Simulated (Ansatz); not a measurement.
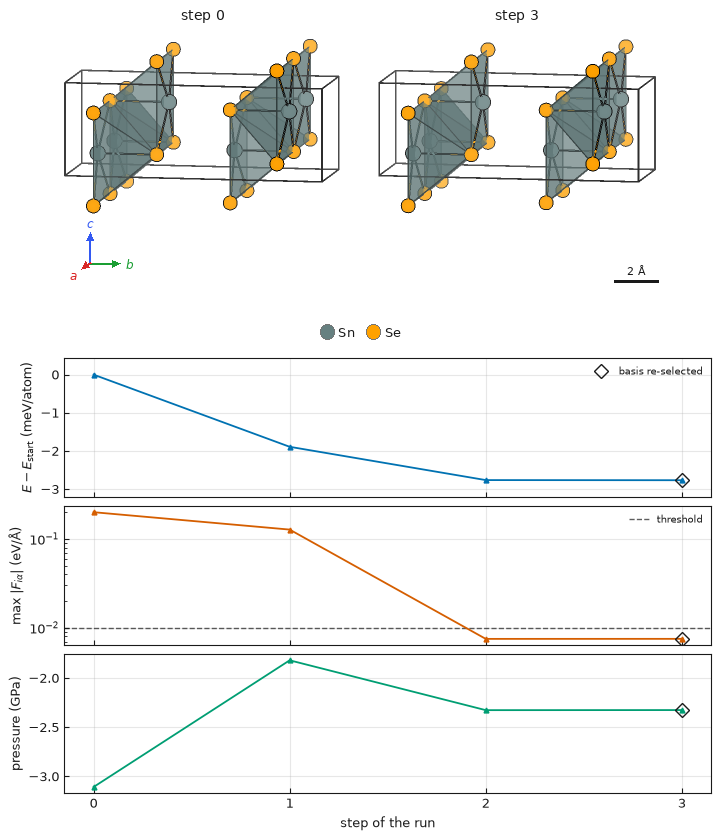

First and last geometry of a relaxation of crystalline SnSe (set up in Cmcm), with the history of the run. The picture is a polyhedral view of the conventional cell (2 times the calculation's cell), seen slightly off an axis. Lengths and directions refer to the drawn axes.

Case: volume × 1.10, shape and atoms relaxed.

These are results of Ansatz 0.2.0, DFT PBE+D3(BJ), scalar-relativistic, plane waves, PAW, not measurements.

Input
```yaml
crystal:
  lattice:
    - [2.1689072907, -6.0419774095, 0.0]
    - [2.1689072907, 6.0419774095, 0.0]
    - [0.0, 0.0, 4.3416242298]
  atoms:
    - { symbol: Sn, position: [0.8724673601, 0.1275326399, 0.25] }
    - { symbol: Sn, position: [0.1275326399, 0.8724673601, 0.75] }
    - { symbol: Se, position: [0.6430977125, 0.3569022875, 0.25] }
    - { symbol: Se, position: [0.3569022875, 0.6430977125, 0.75] }
basis:
  ecutwfc: 420
kpoints:
  mp_grid: { grid: [10, 10, 8] }
hamiltonian:
  xc: pbe
  dispersion: d3bj
scf:
  occupations: { method: gaussian, width: 0.01 }
output:
  forces: true
  stress: true
  eigenvalues: true
relax:
  adjacent_minimum: "off"
  f_tol: 0.01
  max_steps: 30
  cell: { stress_tol: 0.1, fix: [volume] }
```

**What do the curves and the structures tell?**

It converged. The energy falls by 2.8 meV per atom in 2 accepted moves (3 points after the start). The largest force component goes from 0.2 to 0.0075 eV/Å. The pressure goes from −3.11 to −2.33 GPa. The SCF was repeated once at an unchanged geometry on a basis and grid sized afresh for the cell, which shifted the energy by less than 0.05 meV per atom at most. The largest moves relative to the cell, 0.048 Å, are those of Sn1 and Sn2. Sn1 goes along +b. By element the largest moves are Sn 0.048 Å, Se 0.013 Å. The drawn cell changes at constant volume: a 4.338 → 4.314 Å (−0.6 %), b 12.084 → 12.196 Å (+0.9 %), c 4.342 → 4.326 Å (−0.4 %). Among the contacts that change: Sn1–Se3 2.772 → 2.736 Å, Sn1–Se4 3.074 → 3.058 Å. The space group stays Cmcm (No. 63). The run took about 2.1 core-minutes on a shared host.

| step | E − E(0), meV/atom | largest force component, eV/Å | pressure, GPa | note |
| --- | --- | --- | --- | --- |
| 0 | 0.00 | 0.2007 | -3.11 |  |
| 1 | -1.89 | 0.1278 | -1.82 |  |
| 2 | -2.76 | 0.0075 | -2.33 |  |
| 3 | -2.77 | 0.0075 | -2.33 | same geometry, new basis |
